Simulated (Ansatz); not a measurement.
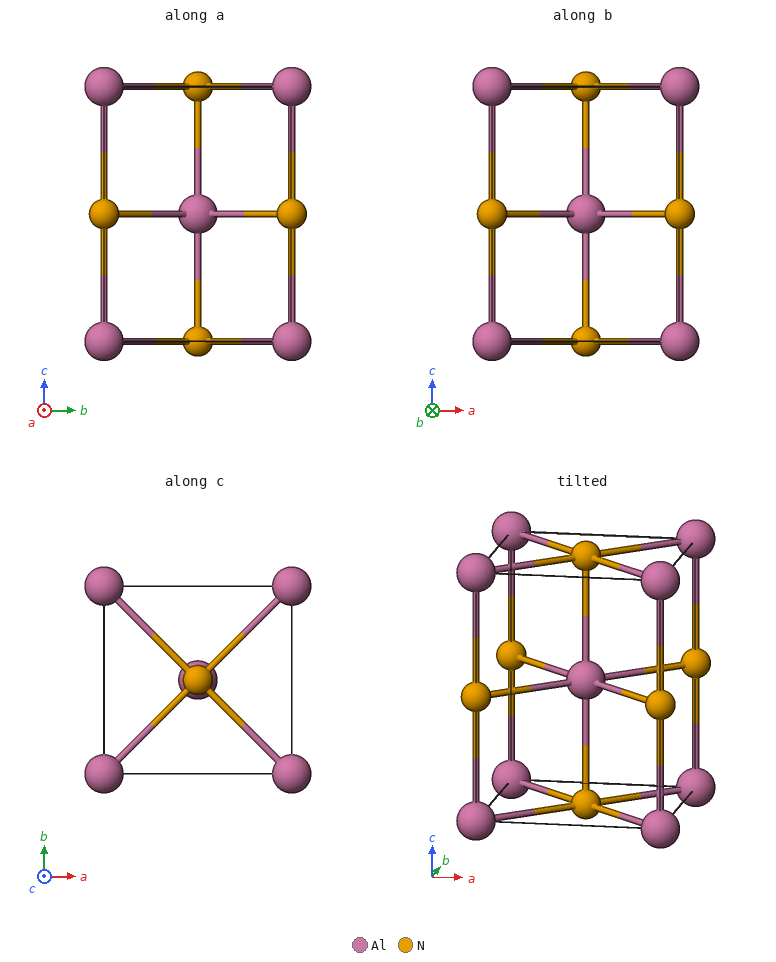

A ball-and-stick rendering, viewed along the a axis, along the b axis, along the c axis and slightly off an axis. The frame is the conventional unit cell; atoms at its boundary are shown with their periodic copies.

Lattice parameters: a = 2.855 Å, b = 2.855 Å, c = 3.876 Å, α = 90.00°, β = 90.00°, γ = 90.00°.

Question: Give the structure in the form of a table of Wyckoff sites.

Answer: Space group I4/mmm (No. 139).
```csv
atom,site,x,y,z
Al,2a,0.0000,0.0000,0.0000
N,2b,0.0000,0.0000,0.5000
```

Source of the structure: a structure type filled with these elements by a generator (whether the compound takes this form wasn't checked). Earlier steps of the study may have refined or changed the cell and positions. It was run through Ansatz as a DFT input.
